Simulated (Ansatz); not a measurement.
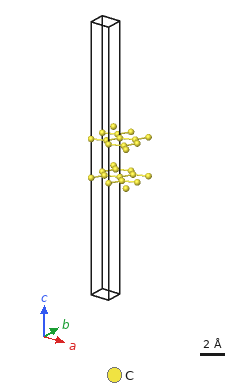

Crystalline C (set up in P-3m1), before the relaxation. Style: ball-and-stick. Shown: the cell of the calculation, repeated 2 × 2 × 1 with one cell outlined, slightly off an axis.

Case: relaxed at 3 GPa.

Computed with Ansatz, DFT PBE+D3(BJ), scalar-relativistic, plane waves, PAW.

Input
```yaml
crystal:
  lattice:
    - [2.442150342, 0.0, 0.0]
    - [-1.221075171, 2.114964236, 0.0]
    - [0.0, 0.0, 23.6979666501]
  atoms:
    - { symbol: C, position: [0.0, 0.0, 0.5711557781] }
    - { symbol: C, position: [0.0, 0.0, 0.4288442219] }
    - { symbol: C, position: [0.3333333333, 0.6666666667, 0.4288237727] }
    - { symbol: C, position: [0.6666666667, 0.3333333333, 0.5711762273] }
basis:
  ecutwfc: 420
kpoints:
  mp_grid: { grid: [18, 18, 2] }
hamiltonian:
  xc: pbe
  dispersion: d3bj
scf:
  occupations: { method: gaussian, width: 0.1 }
output:
  forces: true
  stress: true
  eigenvalues: true
relax:
  adjacent_minimum: "off"
  f_tol: 0.008
  max_steps: 50
  cell: { stress_tol: 0.08, p_target: 3.0 }
```

Run as
```bash
ansatz run input.yaml --threads 1 --pin off --max-ram 2560MiB --backend cpu --events-out ev --progress --plain --runs-dir out
```

**Where does the relaxation end?**

The largest moves relative to the cell, 1.13 Å, are those of C1, C2, C3 and C4. C2 goes along −c. Cell: a = b 2.442 → 2.459 Å (+0.7 %), c 23.698 → 6.343 Å (−73.2 %). Volume −72.9 %. Some distances before and after: C1–C4 1.410 → 1.420 Å. The space group (tolerance 0.01 Å) goes from P-3m1 (No. 164) to P6_3/mmc (No. 194). Over 32 accepted moves (34 points after the start) the energy falls by 0.124 eV per cell of the calculation. With the target pressure of 3 GPa, the enthalpy E + pV changes by −1.794 eV per cell of the calculation. Largest force component: 0.0034 eV/Å at the start, 0.0011 eV/Å at the end. Pressure: 2.43 GPa at the start and 3.01 GPa at the end. At 2 points the geometry stayed and the basis and grid were re-selected for the new cell (energy shift of 8.6 meV per cell of the calculation at most each time). The run took 3.3 min on 1 thread of Arm Neoverse V2 (shared host), peak memory 0.41 GiB.

After the run, drawn alike:

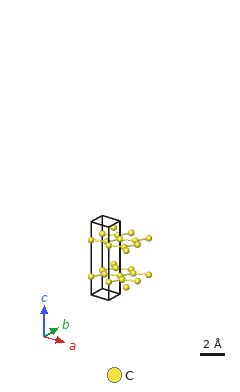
